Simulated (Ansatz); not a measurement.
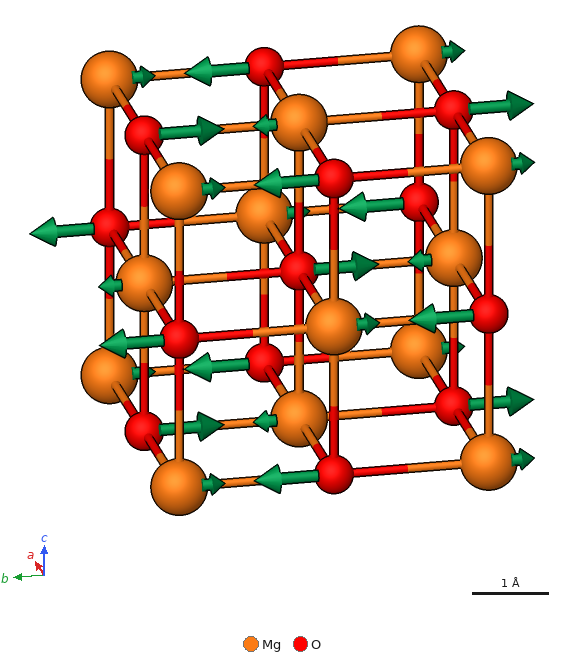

One vibrational mode of crystalline MgO at the zone centre of a doubled cell. The green arrows give the relative displacements of the atoms. The picture is a ball-and-stick view of the conventional cell (2 times the calculation's cell), seen from a free direction. Lengths and directions refer to the drawn axes.

Computed with Ansatz 0.2.0, DFT PBEsol, scalar-relativistic, plane waves, PAW.

Input file:
```yaml
crystal:
  lattice:
    - [0.0, -2.1071057205, -2.1071057205]
    - [0.0, 2.1071057205, -2.1071057205]
    - [4.2142114411, 0.0, 0.0]
  atoms:
    - { symbol: Mg, position: [0.5, 0.5, 0.5] }
    - { symbol: Mg, position: [0.0, 0.0, 0.0] }
    - { symbol: O, position: [0.5, 0.5, 0.0] }
    - { symbol: O, position: [0.0, 0.0, 0.5] }
basis:
  ecutwfc: 420
kpoints:
  mp_grid: { grid: [8, 8, 6] }
hamiltonian:
  xc: pbesol
scf:
  occupations: { method: gaussian, width: 0.05 }
output:
  eigenvalues: true
phonons:
  method: fd
  supercell: [1, 1, 1]
  amplitude: 0.02
  eigenvectors: true
  dielectric: false
```

Run as
```bash
ansatz run input.yaml --threads 2 --pin off --max-ram 5120MiB --backend cpu --events-out ev --progress --plain --runs-dir out
```

Frequencies are those without the non-analytic (LO–TO) term.

> Give the character and frequency of this mode.

This is a doubly degenerate mode (one member of the set is drawn) at 54.2 meV, level 4 of 5, counted from below (the three translations aside). All motion is along b; atoms of one kind move against one another, with no net shift of any sublattice; it stretches the shortest Mg–O bonds (2.11 Å); the kinetic energy is shared as O 83 %, Mg 17 %. It changes sign from one half of the doubled cell to the other: it belongs to the zone boundary, q = (0, 1/2, 1/2) in the reciprocal vectors of the undoubled cell.
